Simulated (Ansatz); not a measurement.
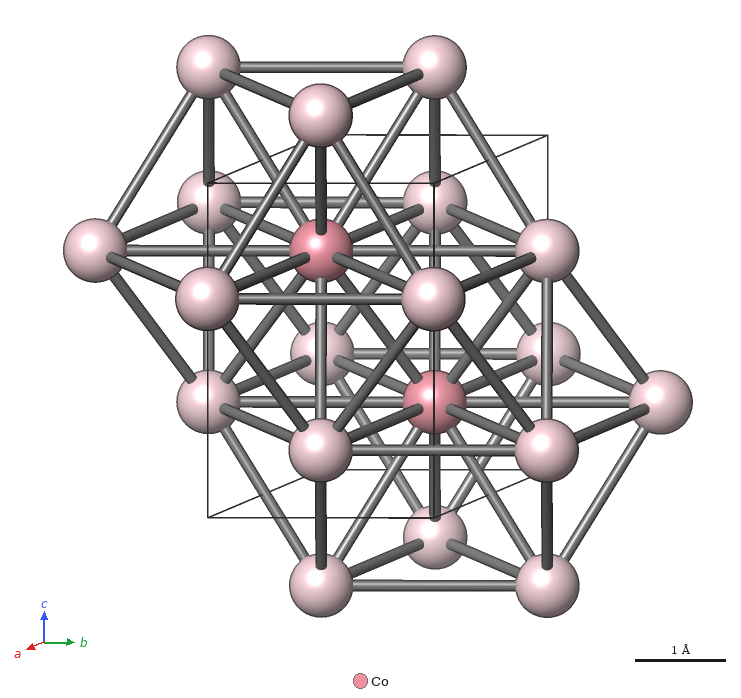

The figure gives a ball-and-stick picture of the atoms, viewed from a general direction. Atoms at the boundary of the conventional unit cell (the box) are drawn once for each face, edge or corner they touch. Atoms outside the box are added where they are bonded to one inside, in fainter colours. Cell: a = 2.532 Å, b = 2.532 Å, c = 3.868 Å, α = 90.00°, β = 90.00°, γ = 120.00°.

Caption:

The element is cobalt. The atoms follow space group P6_3/mmc (No. 194); the Bravais lattice is primitive hexagonal. This arrangement goes by the name hexagonal close-packed (Mg type). The cell holds two atoms. Each Co atom is coordinated by twelve Co in an anticuboctahedral arrangement at about 2.4 to 2.5 Å. The bonds build a three-dimensional framework.

The structure was taken from a structure listed in the Materials Project. The cell was then strained or its atoms displaced on purpose. It was set up as input for a calculation with Ansatz.
